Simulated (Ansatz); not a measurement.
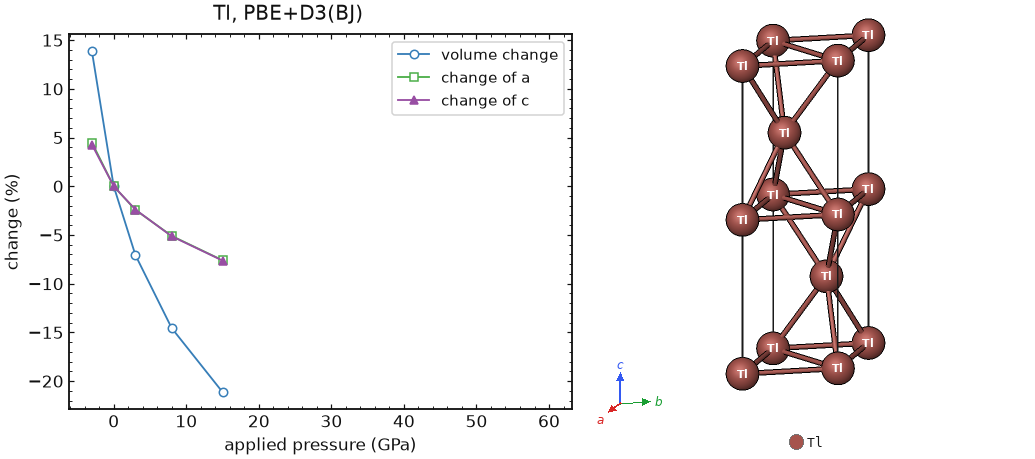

The picture above shows the volume change, change of a and change of c against applied pressure for Tl, space group P6_3/mmc (No. 194). The conventional cell is drawn beside the plot.

Cell as given: a = 3.456 Å, b = 3.456 Å, c = 11.350 Å, α = 90.00°, β = 90.00°, γ = 120.00°; 4 atoms.

Calculation (Ansatz 0.2.0): volume, enthalpy and cell of a crystal along a series of hydrostatic pressures at zero temperature, keeping its symmetry; changes are against the given cell; the k mesh follows the cell and the gap; plane waves with PAW datasets, Γ-centred k mesh. Level: PBE with D3(BJ), no spin polarisation.

```csv
setting,value
wave cutoff,420 eV
occupations,Gaussian
k mesh at zero pressure,15×15×4
smearing width at zero pressure,0.1 eV
```

The change of b equals the change of a.

The points at applied pressure 30 GPa and 60 GPa are left out of the plot. What values does the calculation give there?

```tsv
applied pressure (GPa)	volume change (%)	change of a (%)	change of c (%)
30	-29.47	-10.87	-11.23
60	-38.30	-14.82	-14.96
```

Note: far from the equilibrium volume.
